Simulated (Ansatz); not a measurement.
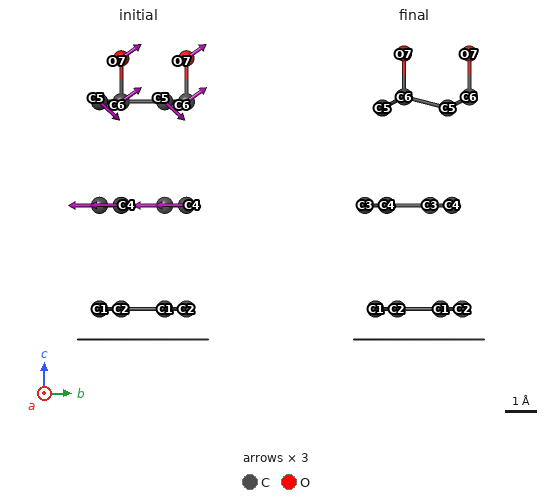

The structure of a slab of composition C$_{6}$O (cut from the Fmmm phase) before (left) and after (right) a constrained relaxation, at one scale. The purple arrows give the displacements, magnified 3 times.

Style: ball-and-stick. Shown: the 3 × 2 repeat of the cell, outlined in the plane, without the vacuum, along the a axis.

Case: O put at a top C site. The slab is the (0 0 1) face of C with O on it. 2 atoms are held fixed.

Method: Ansatz 0.2.0, DFT PBE+D3(BJ), scalar-relativistic, plane waves, PAW.

Input
```yaml
crystal:
  lattice:
    - [2.4656258796, 0.0, 0.0]
    - [-1.2328129398, 2.1341717713, 0.0]
    - [0.0, 0.0, 25.7842703304]
  atoms:
    - { symbol: C, position: [0.6666996624, 0.3333993247, 0.3296583495] }
    - { symbol: C, position: [0.3333003376, 0.6666006753, 0.3296583495] }
    - { symbol: C, position: [0.1666996624, 0.3333993247, 0.4612166648] }
    - { symbol: C, position: [0.8333003376, 0.6666006753, 0.4612166648] }
    - { symbol: C, position: [0.6666996624, 0.3333993247, 0.59277498] }
    - { symbol: C, position: [0.3333003376, 0.6666006753, 0.59277498] }
    - { symbol: O, position: [0.3333003376, 0.6666006753, 0.6478473161], spin: 2.0 }
basis:
  ecutwfc: 420
kpoints:
  mp_grid: { grid: [12, 12, 1] }
hamiltonian:
  xc: pbe
  dispersion: d3bj
scf:
  occupations: { method: gaussian, width: 0.05 }
output:
  forces: true
  eigenvalues: true
  populations: true
  write_density: true
  write_potential: true
  elf: true
  volumetric_format: npy
magnetization:
  spin_polarized: true
relax:
  adjacent_minimum: "off"
  f_tol: 0.03
  max_steps: 70
  constraints: [{ sites: [0, 1] }]
efield:
  axis: 3
  dipole_correction: true
  ramp_width: 0.04
```

Run as
```bash
ansatz run input.yaml --threads 1 --pin off --max-ram 2560MiB --backend cpu --events-out ev --progress --plain --runs-dir out
```

### Summarise the run.

The energy falls by 0.657 eV per cell of the calculation in 9 accepted moves (11 points after the start). The largest force component goes from 3.2 to 0.016 eV/Å. The line search rejected the trial step at point 3 of the run. 1 step only repeated the SCF at the same geometry. The forces were under the threshold at step 7, but the run went on from there. The largest moves, 0.35 Å, are those of C3 and C4. C3 goes within the plane. By element the largest moves are C 0.35 Å, O 0.27 Å. The lattice vectors keep their values. Among the contacts that change: C5–C6 1.423 → 1.470 Å. Among the angles between lasting bonds that change: C5–C6–O7 90.0° → 104.6°, C5–C6–O7 90.0° → 104.4°, C6–C5–C6 120.0° → 114.0°. The program noted that the starting moments weren't kept. Cost: 8.5 min on 1 thread of Intel(R) Xeon(R) Platinum 8259CL CPU @ 2.50GHz (Skylake/Cascade Lake) (shared host), peak memory 0.58 GiB.

Limits of the set-up: the periodic images lie only 2.5 Å apart, so the values are limited by the cell's size.
